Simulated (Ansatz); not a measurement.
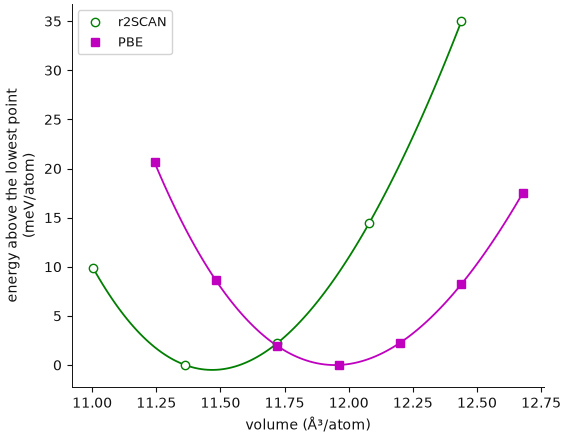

Plotted: energy above the lowest point against volume, with one curve for each functional, for Cu (space group Fm-3m).

Method: equation of state of a cubic crystal from periodic Kohn-Sham density functional theory without spin, third-order Birch-Murnaghan fit to the free energies; pressure corrected for the finite basis (Ansatz 0.2.0 development build).

structure type fcc; atoms in cell 1; space group number 225; lattice centring face-centred primitive; occupation method Fermi–Dirac; datasets soft-1 PAW; density tolerance 1e−07 eV; bands 14; density cutoff ratio 4; search for lower states default.

Settings that differ: r2SCAN: wave cutoff 500 eV, k mesh 16×16×16, occupation width 0.1 eV; PBE: wave cutoff 420 eV, k mesh 26×26×26, occupation width 0.0612 eV.

Order the curves by fitted equilibrium volume, smallest first.

r2SCAN 11.47, PBE 11.95 Å³/atom.

Order the curves by fitted bulk modulus, smallest first.

PBE 141, r2SCAN 163 GPa.

Caveats: modest k-mesh, values are not fully converged in k (r2SCAN).
